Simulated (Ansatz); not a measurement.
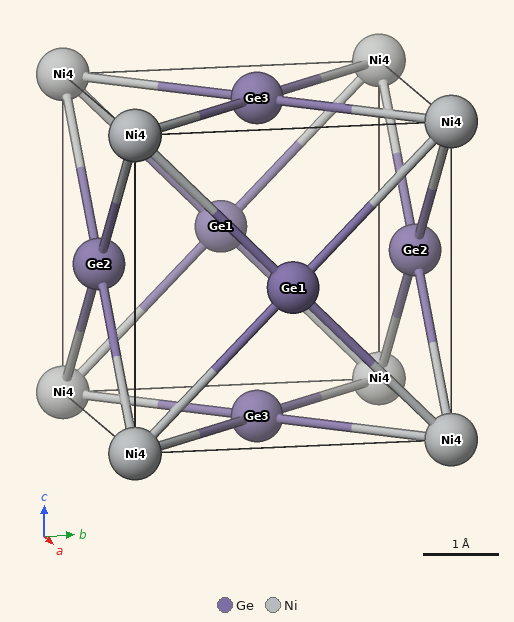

**Figure 1.** The structure as given in the input (ball-and-stick view of the cell of the calculation, seen slightly off an axis; atoms are numbered from 1 in the order of the input). An atom can appear more than once, as a periodic image.

# Two runs on NiGe3

System: NiGe3 (Pm-3m, 4 atoms in the cell).
Method of the first run: DFT PBEsol, scalar-relativistic, plane waves, PAW, spin-polarised (Ansatz 0.2.0).

The structure was built on a prototype by a generator; it need not be a known phase. Text and figures count atoms from 1; the logs count them from 0 in places.

Input, the first run:
```yaml
crystal:
  lattice:
    - [4.3257252711, 0.0, 0.0]
    - [0.0, 4.3257252711, 0.0]
    - [0.0, 0.0, 4.3257252711]
  atoms:
    - { symbol: Ge, position: [0.0, 0.5, 0.5] }
    - { symbol: Ge, position: [0.5, 0.0, 0.5] }
    - { symbol: Ge, position: [0.5, 0.5, 0.0] }
    - { symbol: Ni, position: [0.0, 0.0, 0.0], spin: 2.5 }
basis:
  ecutwfc: 420
kpoints:
  mp_grid: { grid: [10, 10, 10] }
hamiltonian:
  xc: pbesol
scf:
  occupations: { method: gaussian, width: 0.1 }
  lower_state_search: "off"
output:
  forces: true
  stress: true
  eigenvalues: true
  populations: true
magnetization:
  spin_polarized: true
```

Launched with:
```bash
ansatz run input.yaml --threads 1 --pin off --max-ram 2560MiB --backend cpu --events-out ev --progress --plain --runs-dir out
```

Hardware: 1 thread of Intel Xeon @ 2.50GHz (Skylake/Cascade Lake), 189 GiB of memory available, shared host.

Output, shortened to warnings, some set-up lines, iterations and results (the first run):
```
WARN: the starting moments were not kept: the SCF closed with an absolute magnetisation of 1.7e-6 μB, where they sum to 2.5 μB in size (1 site). That is at most 0.1 of that sum. Measured as dr2_m measures the in/out step, that magnetisation stands 1.2e-12 eV from none, at or under the dr2_threshold of 1.0e-7 eV: it is no larger than a step whose dr2_m would equal this threshold. The system may …
Basis set: ecut = 420 eV, 1575 PW (Γ), exchange–correlation on 60×60×60 points (8 copies of the dense FFT grid, shifted against one another)
Symmetry: 48 space group operations
k-points: 56 of 1000
Initial density: superposition of atomic densities (chi_scale 0.1, normalization cell)
[...]
SCF iter   1: F=—  HF=-18564.634125 eV  |F-HF|=—  |Δ(HF+E_count)|=         —  Δρ=1.88e-1 (↑3.58e-2 ↓1.88e-1)  dr2=1.82e1  dr2_m=9.08e0  M=0.225 μB ∫|m|=0.310 μB  β_m=0.30  …
SCF iter   2: F=—  HF=-18563.821108 eV  |F-HF|=—  |Δ(HF+E_count)|=   8.13e-1  Δρ=8.10e-2 (↑8.10e-2 ↓2.97e-2)  dr2=5.75e0  dr2_m=5.70e-1  M=1.084 μB ∫|m|=1.318 μB  β_m=0.30  …
SCF iter   3: F=—  HF=-18563.562117 eV  |F-HF|=—  |Δ(HF+E_count)|=   2.59e-1  Δρ=9.13e-2 (↑3.19e-2 ↓9.13e-2)  dr2=3.79e0  dr2_m=2.77e0  M=0.334 μB ∫|m|=0.491 μB  β_m=0.30  …
SCF iter   4: F=—  HF=-18567.284151 eV  |F-HF|=—  |Δ(HF+E_count)|=    3.72e0  Δρ=2.59e-1 (↑1.17e-1 ↓2.59e-1)  dr2=1.08e2  dr2_m=3.84e0  M=2.635 μB ∫|m|=2.881 μB  β_m=1.00  …
SCF iter   5: F=—  HF=-18562.308421 eV  |F-HF|=—  |Δ(HF+E_count)|=    4.98e0  Δρ=1.35e-1 (↑8.21e-2 ↓1.35e-1)  dr2=2.40e0  dr2_m=8.72e0  M=0.454 μB ∫|m|=0.672 μB  β_m=0.30  …
[... 11 lines ...]
SCF iter  17: F=—  HF=-18563.484711 eV  |F-HF|=—  |Δ(HF+E_count)|=   2.05e-6  Δρ=5.86e-5 (↑5.86e-5 ↓1.77e-5)  dr2=4.24e-6  dr2_m=3.22e-7  M=0.000 μB ∫|m|=0.001 μB  β_m=0.91  …
SCF iter  18: F=—  HF=-18563.484711 eV  |F-HF|=—  |Δ(HF+E_count)|=   1.40e-7  Δρ=9.84e-6 (↑9.84e-6 ↓4.47e-6)  dr2=1.59e-7  dr2_m=5.74e-9  M=0.000 μB ∫|m|=0.000 μB  β_m=0.95  …
SCF iter  19: F=-18563.484711 eV  HF=-18563.484711 eV  |F-HF|=5.46e-11  |Δ(HF+E_count)|=   6.54e-9  Δρ=3.58e-7 (↑3.16e-7 ↓3.58e-7)  dr2=1.81e-10  dr2_m=6.18e-11  M=0.000 μB …
SCF iter  20: F=-18563.484711 eV  HF=-18563.484711 eV  |F-HF|=7.28e-11  |Δ(HF+E_count)|=  1.82e-11  Δρ=1.91e-7 (↑1.45e-7 ↓1.91e-7)  dr2=9.05e-11  dr2_m=1.05e-12  M=-0.000 μB …
SCF 1 converged in 20 iterations: F = -18563.484711 eV  dr2 = 9.05e-11
SCF converged after 20 iterations
Magnetization: -0.0000 μB (30.0000 up, 30.0000 down)
Absolute magnetization: 0.0000 μB (∫|ρ↑−ρ↓|, with the PAW one-centre terms)
Spin contamination: 0.0000 ħ² per cell (⟨S²⟩ above its minimum at these occupations)
Per-site moments (μB) at R_I (Å): [(-6.763551815856001e-8, 1.261734240007241), (-6.763551773121539e-8, 1.261734240007241), (-6.7635518192554e-8, 1.261734240007241), (-2.1375338795351256e-7, 1.261734240007241)]
Free energy (F): -18563.484711 eV
Harris-Foulkes:  -18563.484711 eV  (|F-HF|=7.28e-11)
Internal energy: -18563.474390 eV  (E = F + TS)
E sigma→0 (E₀):  -18563.479550 eV
Entropy (-TS):   -0.010322 eV (-2.580 meV/atom)
Fermi energy:    9.344108 eV
--- Per-component energies (eV) ---
  E_band       = -828.974960
  E_kinetic    = 605.771981
  E_local      = -11067.980011  (includes V_loc(G=0)·N_el)
  E_nonlocal   = 1896.548534
  E_hartree    = 4745.290595
  E_xc         = -302.610848
  E_vxc        = -294.090623  (∫ρ·V_xc dr)
  E_paw        = -7530.390937  (= ΣΔE_a)
  E_vpaw       = -1459.808298  (= ΣTr[D̂ρ^β])
  E_aug_tail   = 0.001569  (compensation charges beyond the density's cutoff)
  E_ewald      = -6913.056370
  E_core_change = 2.951098  (= ΣΔE_core)
  E_smearing   = -0.010322  (= −TS)
  E_closure    = -0.000000  (closes the sum)
  Σ components = -18563.484711   (vs F -18563.484711, Δ=0.00e0)
--- Forces (eV/Å), atoms counted from 1 ---
  atom   1  Ge     0.00000000     0.00000000     0.00000000
  atom   2  Ge    -0.00000000    -0.00000000    -0.00000000
  atom   3  Ge     0.00000000    -0.00000000     0.00000000
  atom   4  Ni    -0.00000000     0.00000000    -0.00000000
  max |Σ_I F_I| component: 3.23e-29 eV/Å
--- Stress (GPa, compression-positive) ---
      -14.301334      -0.000000       0.000000
       -0.000000     -14.301334       0.000000
        0.000000       0.000000     -14.301334
  P = ⅓ Tr σ = -14.3013 GPa (-143.013 kbar)
--- Löwdin populations: 4 sites ---
  site symbol       q [e]    m [muB]
     0     Ge     14.0970    -0.0000
     1     Ge     14.0970    -0.0000
     2     Ge     14.0970    -0.0000
     3     Ni     17.5071    -0.0000
  spilling = 0.003366 (of n_electrons = 60.000000)
```

For the second run the input was changed thus:
```diff
-    - { symbol: Ni, position: [0.0, 0.0, 0.0], spin: 2.5 }
+    - { symbol: Ni, position: [0.0, 0.0, 0.0] }
-  populations: true
-magnetization:
-  spin_polarized: true
```

How does the second run compare with the first run?

The energy is the same within 0.01 meV per atom. The SCF takes 7 iterations against 20. On the same kind of shared host the second run took about 0.22 times as long. The two runs start from different initial densities, which also moves the count.

Output, shortened to warnings, some set-up lines, iterations and results (the second run):
```
Basis set: ecut = 420 eV, 1575 PW (Γ), exchange–correlation on 60×60×60 points (8 copies of the dense FFT grid, shifted against one another)
Symmetry: 48 space group operations
k-points: 56 of 1000
Initial density: superposition of atomic densities (neutral atoms: chi_scale 0, normalization atom), corrected by the library's trained network
[...]
SCF iter   1: F=—  HF=-18563.491185 eV  |F-HF|=—  |Δ(HF+E_count)|=         —  Δρ=1.22e-2  dr2=8.62e-2  ethr=1.77e-3  ⟨swp⟩=5.2  Hψ=6710  notcnv=0
SCF iter   2: F=—  HF=-18563.485411 eV  |F-HF|=—  |Δ(HF+E_count)|=   5.77e-3  Δρ=4.17e-3  dr2=1.13e-2  ethr=1.44e-4  ⟨swp⟩=1.6  Hψ=2518  notcnv=0
SCF iter   3: F=—  HF=-18563.484693 eV  |F-HF|=—  |Δ(HF+E_count)|=   7.19e-4  Δρ=7.30e-4  dr2=4.39e-4  ethr=1.88e-5  ⟨swp⟩=1.0  Hψ=1954  notcnv=0  defer=1
SCF iter   4: F=—  HF=-18563.484639 eV  |F-HF|=—  |Δ(HF+E_count)|=   5.31e-5  Δρ=1.83e-4  dr2=3.80e-5  ethr=7.31e-7  ⟨swp⟩=2.1  Hψ=3493  notcnv=0  defer=1
SCF iter   5: F=—  HF=-18563.484713 eV  |F-HF|=—  |Δ(HF+E_count)|=   7.36e-5  Δρ=1.07e-4  dr2=1.16e-5  ethr=6.33e-8  ⟨swp⟩=2.0  Hψ=3389  notcnv=0  defer=1
SCF iter   6: F=—  HF=-18563.484712 eV  |F-HF|=—  |Δ(HF+E_count)|=   1.45e-6  Δρ=2.77e-5  dr2=1.28e-6  ethr=1.94e-8  ⟨swp⟩=1.8  Hψ=2075  notcnv=0  defer=1
SCF iter   7: F=-18563.484711 eV  HF=-18563.484711 eV  |F-HF|=6.19e-8  |Δ(HF+E_count)|=   4.15e-7  Δρ=9.00e-6  dr2=9.46e-8  ethr=1.67e-10  ⟨swp⟩=5.8  Hψ=8728  notcnv=0
SCF 1 converged in 7 iterations: F = -18563.484711 eV  dr2 = 9.46e-8
SCF converged after 7 iterations
Free energy (F): -18563.484711 eV
Harris-Foulkes:  -18563.484711 eV  (|F-HF|=6.19e-8)
Internal energy: -18563.474390 eV  (E = F + TS)
E sigma→0 (E₀):  -18563.479550 eV
Entropy (-TS):   -0.010321 eV (-2.580 meV/atom)
Fermi energy:    9.344072 eV
--- Per-component energies (eV) ---
  E_band       = -828.978222
  E_kinetic    = 605.771987
  E_local      = -11067.998914  (includes V_loc(G=0)·N_el)
  E_nonlocal   = 1896.552462
  E_hartree    = 4745.306663
  E_xc         = -302.610401
  E_vxc        = -294.090045  (∫ρ·V_xc dr)
  E_paw        = -7530.392484  (= ΣΔE_a)
  E_vpaw       = -1459.808703  (= ΣTr[D̂ρ^β])
  E_aug_tail   = 0.001569  (compensation charges beyond the density's cutoff)
  E_ewald      = -6913.056370
  E_core_change = 2.951098  (= ΣΔE_core)
  E_smearing   = -0.010321  (= −TS)
  E_closure    = -0.000000  (closes the sum)
  Σ components = -18563.484711   (vs F -18563.484711, Δ=0.00e0)
--- Forces (eV/Å), atoms counted from 1 ---
  atom   1  Ge     0.00000000     0.00000000    -0.00000000
  atom   2  Ge     0.00000000    -0.00000000     0.00000000
  atom   3  Ge     0.00000000    -0.00000000     0.00000000
  atom   4  Ni     0.00000000    -0.00000000     0.00000000
  max |Σ_I F_I| component: 9.31e-29 eV/Å
--- Stress (GPa, compression-positive) ---
      -14.301095       0.000000       0.000000
        0.000000     -14.301095       0.000000
        0.000000       0.000000     -14.301095
  P = ⅓ Tr σ = -14.3011 GPa (-143.011 kbar)
```

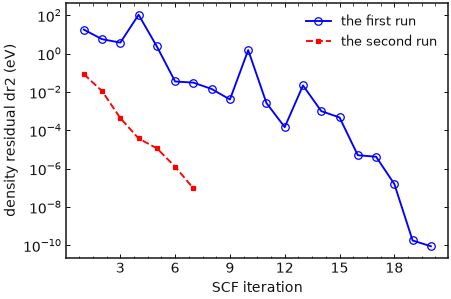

**Figure 2.** Convergence of the two runs: density residual dr2 against the SCF iteration. The first run takes 20 iterations in all, and the second run takes 7.

The two runs side by side:

| quantity | the first run | the second run |
| --- | --- | --- |
| outcome | converged | converged |
| free energy per atom (eV) | −4640.8712 | −4640.8712 |
| energy per atom, smearing taken to zero (eV) | −4640.8699 | −4640.8699 |
| gap on the mesh (eV) | 0.00 | 0.00 |
| net moment of the cell (μB) | 0.00 | – |
| absolute moment of the cell (μB) | 0.00 | – |
| pressure (GPa) | −14.30 | −14.30 |
| largest force (eV/Å) | 0.000 | 0.000 |
| SCF iterations | 20 | 7 |
| irreducible k-points | 56 | 56 |
| plane waves at Γ | 1575 | 1575 |
| wall time (shared host) | 67 s | 15 s |

For both runs: The cell is under a tension of 14.3 GPa at this level, so it is not at its equilibrium volume. For the first run: Warnings: some starting moments were not kept. For the second run: The run has no spin polarisation, so a magnetic state may lie lower.
